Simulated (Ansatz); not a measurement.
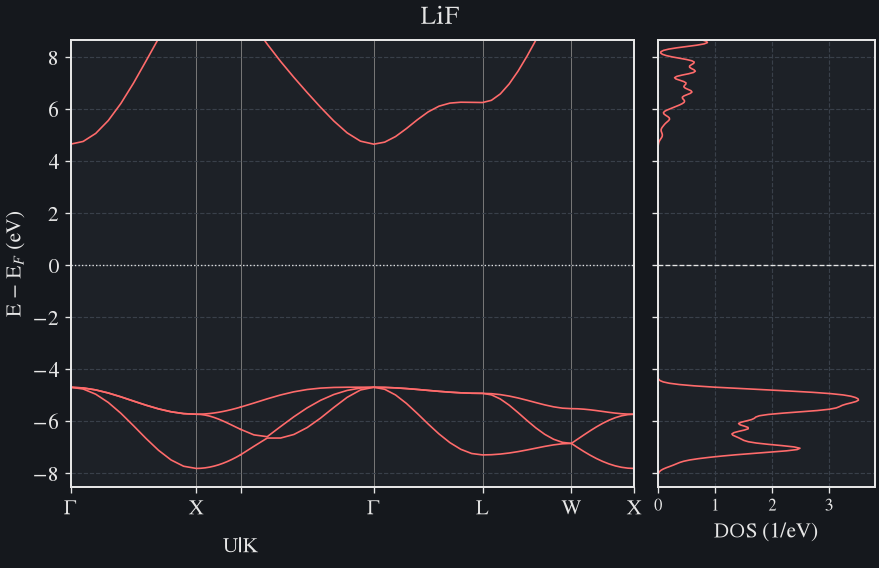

Band structure and density of states. Energies are counted from the Fermi level. The curve is built from the levels of the k mesh with Gaussians 0.3 eV wide, which also blur the band edges.

Q: Which Bravais lattice do the labels of the path belong to?

A: A face-centred cubic lattice: the path Γ–X–U|K–Γ–L–W–X runs through the special points of its Brillouin zone.

System: LiF, space group Fm-3m, 2 atoms in the cell, rocksalt type.

```cif
data_structure
_symmetry_space_group_name_H-M 'P 1'
_symmetry_Int_Tables_number 1
_cell_length_a 2.8212
_cell_length_b 2.8212
_cell_length_c 2.8212
_cell_angle_alpha 60.000
_cell_angle_beta 60.000
_cell_angle_gamma 60.000
_cell_volume 15.88
loop_
_atom_site_label
_atom_site_type_symbol
_atom_site_fract_x
_atom_site_fract_y
_atom_site_fract_z
_atom_site_occupancy
Li1 Li 0.00000 0.00000 0.00000 1
F1 F 0.50000 0.50000 0.50000 1
```

Ansatz 0.2.0; DFT, PBE, plane waves, PAW, no spin polarisation, 10×10×10 k mesh, 420 eV cutoff, Fermi-Dirac smearing of 0.02 eV.

Q: Metal, semiconductor or insulator, and what is the gap?

A: The material is gapped. The gap along this path is 9.35 eV and direct: both edges lie at Γ.

Q: How many bands meet at the valence-band top?

A: Three bands meet at the valence-band top at Γ: it is triply degenerate (spin aside).

Q: What are the direct gaps at L and Γ?

A: The direct gaps are 11.18 eV at L and 9.35 eV at Γ.

Q: Where is the tallest peak of the filled states in the window?

A: Within the window shown, the tallest peak of the filled states lies 0.5 eV under the valence-band top, at about 3.5 states per eV and cell.
